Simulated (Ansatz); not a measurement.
**Single-point calculation, with input and output: NiSi**

NiSi (Fm-3m, 2 atoms in the cell), computed with DFT, PBE, PAW with Ansatz's default frozen-core files, scalar-relativistic, no spin polarisation (Ansatz 0.2.0).

Its volume is 0.93 times that of the source entry. It belongs to a series of runs on one base structure; here: volume scaled by 0.93, to set the pressure. Figures and captions count atoms from 1; the log counts them from 0 in places.

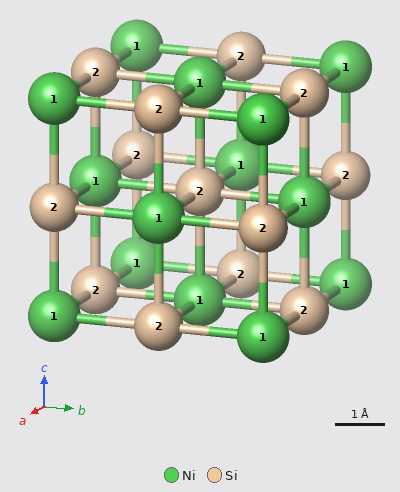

Figure 1. The structure as given in the input (ball-and-stick view of the cell 4 times as large as that of the calculation, set on its symmetry axes, seen slightly off an axis; atoms are numbered from 1 in the order of the input).

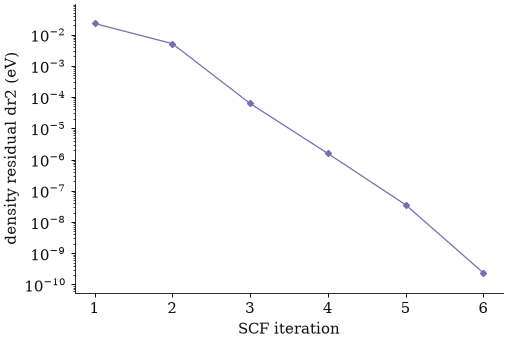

Figure 2. Convergence of the self-consistent field: density residual dr2 against the SCF iteration. The residual falls at every step.

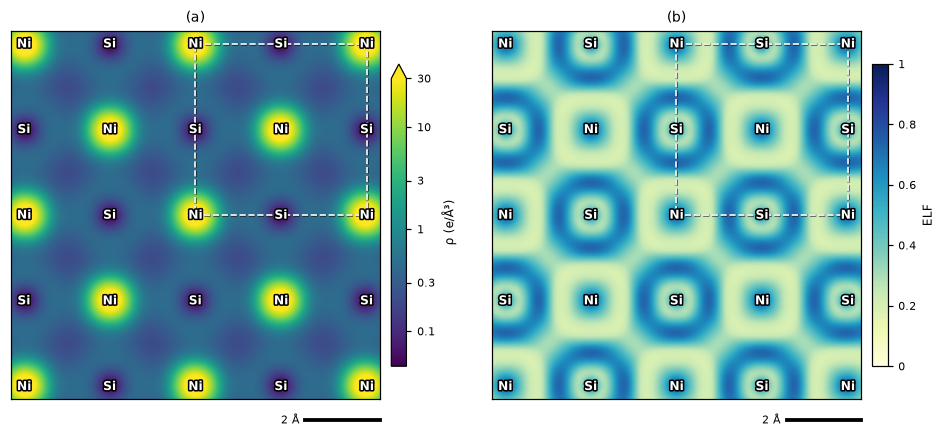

Figure 3. (a) valence pseudo-density; (b) electron localisation function on the (001) plane of the conventional cell. Si–Ni (2.31 Å): ρ at the midpoint is about 0.46 e/Å³; the ELF is about 0.50 at the midpoint. Away from the nuclei the density in this plane falls to 0.2 e/Å³ at its lowest. The strong features right at Ni lie inside the PAW spheres (semicore, d or f shells) and say nothing about bonding. Core electrons are frozen (PAW), so the fields are smoothed inside the atomic spheres.

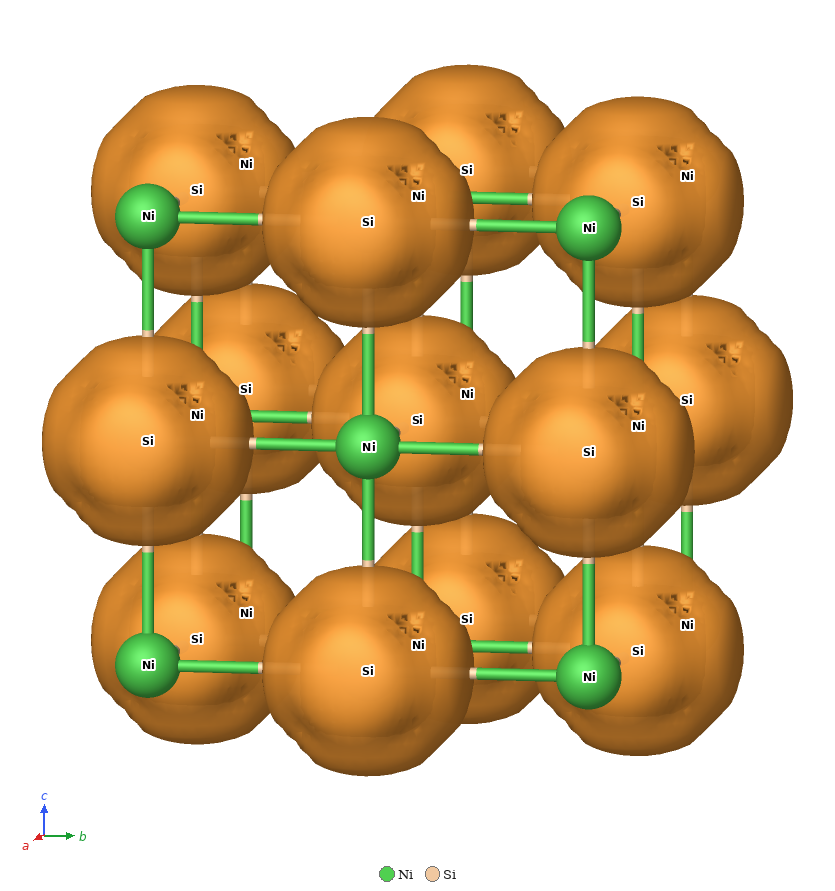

Figure 4. Isosurface of the electron localisation function at 0.6 (orange), seen slightly off an axis. Only the valence region is drawn (cores and ρ < 0.01 e/Å³ removed). Sticks mark near contacts. The outline is the cell set on symmetry axes. Values along the shortest contacts: Si–Ni (2.31 Å): the ELF is about 0.50 at the midpoint.

The input and output of the run follow.

## Input
```yaml
crystal:
  lattice:
    - [0.0, 2.3132102729, 2.3132102729]
    - [2.3132102729, 0.0, 2.3132102729]
    - [2.3132102729, 2.3132102729, 0.0]
  atoms:
    - { symbol: Ni, position: [0.0, 0.0, 0.0] }
    - { symbol: Si, position: [0.5, 0.5, 0.5] }
kpoints:
  mp_grid: { grid: [15, 15, 15] }
scf:
  occupations: { method: fermi_dirac, width: 0.05 }
hamiltonian:
  xc: pbe
  pseudopotentials: { kind: paw }
output:
  forces: true
  stress: true
  eigenvalues: true
  write_density: true
  write_potential: true
  elf: true
  volumetric_format: npy
```

Launch command:
```bash
ansatz run input.yaml --threads 1 --pin off --max-ram 3584MiB --backend cpu --events-out ev --progress --plain --runs-dir out
```

## What the program printed
```
Engine: ansatz 0.2.0, x86_64-unknown-linux-gnu
Pseudopotentials: kind: paw
Pseudopotential: Ni, paw, valence charge 18, recommended cutoff 420 eV (normal), Ni.paw.azcp
Pseudopotential: Si, paw, valence charge 4, recommended cutoff 420 eV (normal), Si.paw.azcp
Functional definition: PBE
  parameter kappa = 0.804
  parameter beta = 0.06672455060314922
  exchange = pbe_x(kappa = kappa, mu = beta*pi^2/3)
  correlation = pbe_c(beta = beta)
Crystal: 2 atoms, lattice volume = 24.756 Å³
Basis set: ecut = 420 eV, 531 PW (Γ), exchange–correlation on 48×48×48 points (8 copies of the dense FFT grid, shifted against one another)
Bands: 15, of which v1, the nominal top of the filled ones, is band 11 counted from 1 (10 counted from 0)
Symmetry: 48 space group operations
Space group: Fm-3m (ITA 225), of the structure as read, at distance tolerance 2.9e-5 Å
k-points: 120 of 3375
Non-local potential: Ni, projectors of the file, l = 0: 3, l = 1: 2, l = 2: 3, l = 3: 1
Non-local potential: Si, projectors of the file, l = 0: 2, l = 1: 2, l = 2: 2
PAW form: soft (Blöchl's): semilocal exchange-correlation on the pseudo side does not see the compensation charge
PAW one-centre angular grid: Ni, 590 points (default); XC on 64 Gauss nodes
PAW one-centre angular grid: Si, 110 points (default); XC on 64 Gauss nodes
Initial density: superposition of atomic densities (neutral atoms: chi_scale 0, normalization atom), corrected by the library's trained network
Initial wavefunctions: pseudopotential atomic-orbital guess
Functional: x = pbe(κ = 0.804, μ = 0.2195149727645171), c = pbe(β = 0.06672455060314922)
SCF iter   1: F=—  HF=-6475.435898 eV  |F-HF|=—  |Δ(HF+E_count)|=         —  Δρ=1.29e-2  dr2=2.26e-2  ethr=1.77e-3  ⟨swp⟩=4.7  Hψ=9072  notcnv=0
preconditioner: auto → none  [metal: Δε(μ)=0.006 eV  Ē_g=8.840 eV  σ=0.050 eV  W_gap=0.03  n_scr=8 (ndim 8)  ℏωp=27.9 eV  f_vac=0.000  D(μ)=1.24/eV (n_scr^D=14)  sad-step TF]
SCF iter   2: F=—  HF=-6475.433843 eV  |F-HF|=—  |Δ(HF+E_count)|=   2.05e-3  Δρ=5.99e-3  dr2=5.13e-3  ethr=1.03e-4  ⟨swp⟩=2.0  Hψ=3159  notcnv=0  defer=16
SCF iter   3: F=—  HF=-6475.433133 eV  |F-HF|=—  |Δ(HF+E_count)|=   7.11e-4  Δρ=6.49e-4  dr2=6.22e-5  ethr=2.33e-5  ⟨swp⟩=1.1  Hψ=1811  notcnv=0  defer=16
SCF iter   4: F=—  HF=-6475.433127 eV  |F-HF|=—  |Δ(HF+E_count)|=   5.79e-6  Δρ=1.27e-4  dr2=1.56e-6  ethr=2.83e-7  ⟨swp⟩=2.2  Hψ=2857  notcnv=0  defer=16
iter 5 did not close the SCF: its close was put off for the readings that it lacked (scf_convergence_deferred on its scf_iter line)
SCF iter   5: F=-6475.433129 eV  HF=-6475.433129 eV  |F-HF|=3.83e-8  |Δ(HF+E_count)|=   1.58e-6  Δρ=1.70e-5  dr2=3.55e-8  ethr=7.07e-9  ⟨swp⟩=2.1  Hψ=2635  notcnv=0  defer=16
SCF iter   6: F=-6475.433129 eV  HF=-6475.433129 eV  |F-HF|=3.16e-10  |Δ(HF+E_count)|=  1.31e-10  Δρ=1.60e-6  dr2=2.34e-10  ethr=1.61e-10  ⟨swp⟩=6.0  Hψ=10726  notcnv=0
SCF 1 converged in 6 iterations: F = -6475.433129 eV  dr2 = 2.34e-10
  greatest PAW one-centre occupation: 1.001 electrons in one spin orbital (limit 2), on the Ni atom at site 0 (counted from 0), in its partial waves of l = 1
SCF converged after 6 iterations
Free energy (F): -6475.433129 eV
Harris-Foulkes:  -6475.433129 eV  (|F-HF|=3.16e-10)
Internal energy: -6475.423319 eV  (E = F + TS)
E sigma→0 (E₀):  -6475.428224 eV
Entropy (-TS):   -0.009810 eV (-4.905 meV/atom)
Fermi energy:    14.172477 eV
--- Per-component energies (eV) ---
  E_band       = -331.030709
  E_kinetic    = 328.997253
  E_local      = -4388.651559  (includes V_loc(G=0)·N_el)
  E_nonlocal   = 662.548755
  E_hartree    = 1878.211061
  E_xc         = -142.078583
  E_vxc        = -158.897278  (∫ρ·V_xc dr)
  E_paw        = -2144.292966  (= ΣΔE_a)
  E_vpaw       = -531.451535  (= ΣTr[D̂ρ^β])
  E_aug_tail   = 0.000599  (compensation charges beyond the density's cutoff)
  E_ewald      = -2670.157879
  E_smearing   = -0.009810  (= −TS)
  E_closure    = -0.000000  (closes the sum)
  Σ components = -6475.433129   (vs F -6475.433129, Δ=0.00e0)
--- Forces (eV/Å), atoms counted from 1 ---
  atom   1  Ni    -0.00000000     0.00000000     0.00000000
  atom   2  Si     0.00000000    -0.00000000     0.00000000
  max |Σ_I F_I| component: 4.44e-31 eV/Å
--- Stress (GPa, compression-positive) ---
       12.092840      -0.000000       0.000000
        0.000000      12.092840      -0.000000
        0.000000      -0.000000      12.092840
  P = ⅓ Tr σ = 12.0928 GPa (120.928 kbar)
--- Band table (eV; the first three rows and the last of 120) ---
  k-point 0: bands = ["-89.4069", "-49.8210", "-49.8210", "-49.8210", "1.5808", "11.4315", "11.4315", "11.4315", "11.4731", "11.4731", "18.5033", "18.5033", "18.5033", "24.5028", "24.5028"]
  k-point 1: bands = ["-89.4069", "-49.8214", "-49.8211", "-49.8211", "1.6728", "11.3804", "11.4150", "11.4150", "11.4757", "11.4757", "18.0247", "18.5446", "18.5446", "24.0190", "24.5853"]
  k-point 2: bands = ["-89.4068", "-49.8225", "-49.8213", "-49.8213", "1.9476", "11.2161", "11.2940", "11.2940", "11.5637", "11.5637", "16.8812", "18.6604", "18.6604", "23.3430", "24.6943"]
  k-point 119: bands = ["-89.4063", "-49.8272", "-49.8269", "-49.8247", "6.8592", "9.4815", "9.4851", "10.4878", "12.4578", "12.7757", "13.0447", "13.3020", "14.0723", "23.2963", "24.5857"]
```

## File rho_z.tsv
```
# z_ang	rho[e/angstrom^3]
# format = ansatz-planar-average/11
# lattice	0.000000000	2.313210273	2.313210273
# lattice	2.313210273	0.000000000	2.313210273
# lattice	2.313210273	2.313210273	0.000000000
# sites	2
# site	28	0.000000000	0.000000000	0.000000000
# site	14	2.313210273	2.313210273	2.313210273
0.000000	2.743342e0
0.136307	2.500617e0
0.272614	1.925841e0
0.408922	1.317173e0
0.545229	8.631991e-1
0.681536	5.876530e-1
0.817843	4.386774e-1
0.954151	3.615515e-1
1.090458	3.207000e-1
1.226765	2.962442e-1
1.363072	2.791462e-1
1.499379	2.688651e-1
1.635687	2.657373e-1
1.771994	2.688651e-1
1.908301	2.791462e-1
2.044608	2.962442e-1
2.180916	3.207000e-1
2.317223	3.615515e-1
2.453530	4.386774e-1
2.589837	5.876530e-1
2.726144	8.631991e-1
2.862452	1.317173e0
2.998759	1.925841e0
3.135066	2.500617e0
```

## File v_z.tsv
```
# z_ang	v_es[eV]	v_tot[eV]
# format = ansatz-planar-average/11
# xc	pbe
# density_cutoff_ev	1680
# datasets	Ni=:simpson_from_first_knot:soft	Si=:simpson_from_first_knot:soft
# lattice	0.000000000	2.313210273	2.313210273
# lattice	2.313210273	0.000000000	2.313210273
# lattice	2.313210273	2.313210273	0.000000000
# sites	2
# site	28	0.000000000	0.000000000	0.000000000
# site	14	2.313210273	2.313210273	2.313210273
0.000000	2.300367e0	-1.031098e1
0.136307	2.527632e0	-1.003929e1
0.272614	3.186071e0	-9.249102e0
0.408922	4.182150e0	-8.060360e0
0.545229	5.345593e0	-6.673487e0
0.681536	6.327866e0	-5.429211e0
0.817843	6.758463e0	-4.729829e0
0.954151	6.528801e0	-4.799531e0
1.090458	5.733173e0	-5.607123e0
1.226765	4.628655e0	-6.825426e0
1.363072	3.604168e0	-7.970853e0
1.499379	2.918798e0	-8.744233e0
1.635687	2.677109e0	-9.019720e0
1.771994	2.918798e0	-8.744233e0
1.908301	3.604168e0	-7.970853e0
2.044608	4.628655e0	-6.825426e0
2.180916	5.733173e0	-5.607123e0
2.317223	6.528801e0	-4.799531e0
2.453530	6.758463e0	-4.729829e0
2.589837	6.327866e0	-5.429211e0
2.726144	5.345593e0	-6.673487e0
2.862452	4.182150e0	-8.060360e0
2.998759	3.186071e0	-9.249102e0
3.135066	2.527632e0	-1.003929e1
```

## Summary

```csv
quantity,value
outcome,converged
space group (tolerance 0.01 Å),Fm-3m (225)
electrons treated,22
free energy,−6475.4331 eV
Fermi energy,14.172 eV
pressure,12.09 GPa
largest force (length of the vector),under 0.001 eV/Å
hardware,"1 thread of AMD EPYC (Zen 5), 64 GiB of memory available, shared host"
wall time,1.2 s
peak memory,0.38 GiB
```

The run has no spin polarisation, so a magnetic state may lie lower. The cell is under a pressure of 12.1 GPa at this level, so it is not at its equilibrium volume.
